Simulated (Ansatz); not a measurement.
Ca

Space group P6_3/mmc. This isn't the usual form at ambient conditions.

Input file:

```
crystal:
  lattice:
    - [3.98, 0.0, 0.0]
    - [-1.99, 3.4467811071, 0.0]
    - [0.0, 0.0, 6.52]
  atoms:
    - { symbol: Ca, position: [0.3333333333, 0.6666666667, 0.25] }
    - { symbol: Ca, position: [0.6666666667, 0.3333333333, 0.75] }
basis:
  ecutwfc: 500
  fft_grid_basis: typed
kpoints:
  mp_grid: { grid: [12, 12, 6] }
hamiltonian:
  xc: pbe
  pseudopotentials: { kind: paw }
scf:
  occupations: { method: gaussian, width: 0.05 }
output:
  forces: true
  stress: true
  eigenvalues: true
  bader: true
  write_density: true
  volumetric_format: npy
  elf: true
```

Run with:

```sh
ansatz run input.yaml --threads 1 --pin off --max-ram 2560MiB --backend cpu --events-out ev --progress --plain --runs-dir out
```

The picture shows the conventional cell (a = 3.98 Å, b = 3.98 Å, c = 6.52 Å, α = 90.00°, β = 90.00°, γ = 120.00°).

The calculation used DFT PBE, scalar-relativistic, plane waves, PAW in Ansatz 0.2.0.

**Predict the deformation density (crystal less neutral atoms): where will charge gather?**

Over the whole cell, outside the masked cores, the largest gain, 0.012 e/Å³, lies 2.8 Å from a calcium nucleus, and the largest loss, 0.010 e/Å³, lies 1.3 Å from a calcium nucleus.
In all about 0.11 e an atom is rearranged against the free atoms.

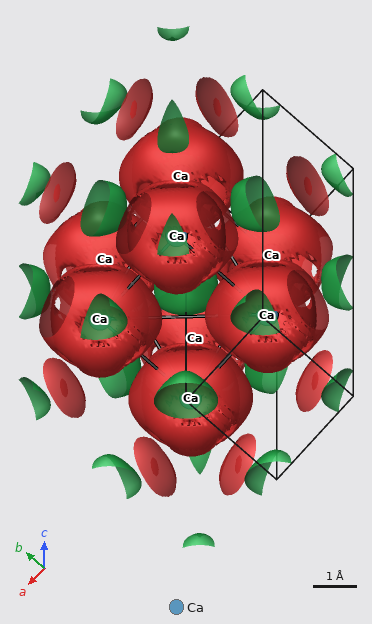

Computed deformation density: green surfaces at +0.008 and red ones at −0.008 e/Å³, in the conventional cell, repeated, seen at an oblique angle (the regions close to the nuclei are left out).

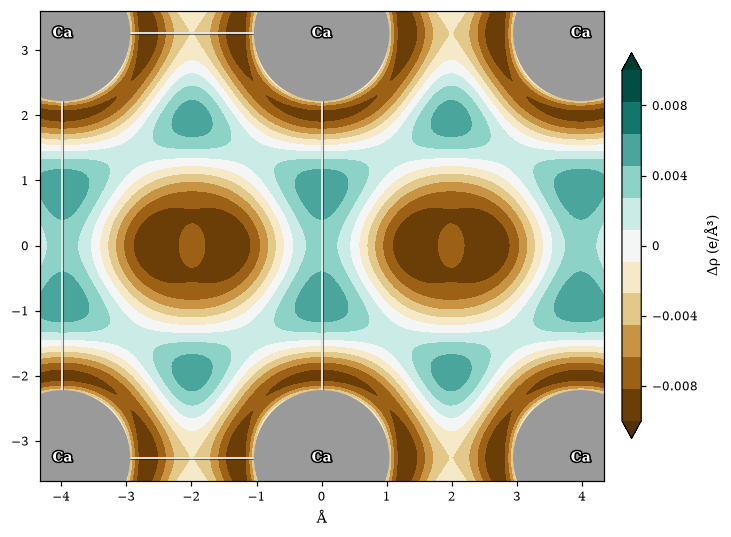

Computed deformation density: a map on the (100) plane of the conventional cell, with grey discs over the atomic cores.

Cores are masked to 1.0 Å (Ca).

Core electrons are frozen (PAW), so the fields are smoothed inside the atomic spheres.

Cost of the run: 14 s on 1 thread of Arm Neoverse V1, on a shared host, peak memory 0.39 GiB.
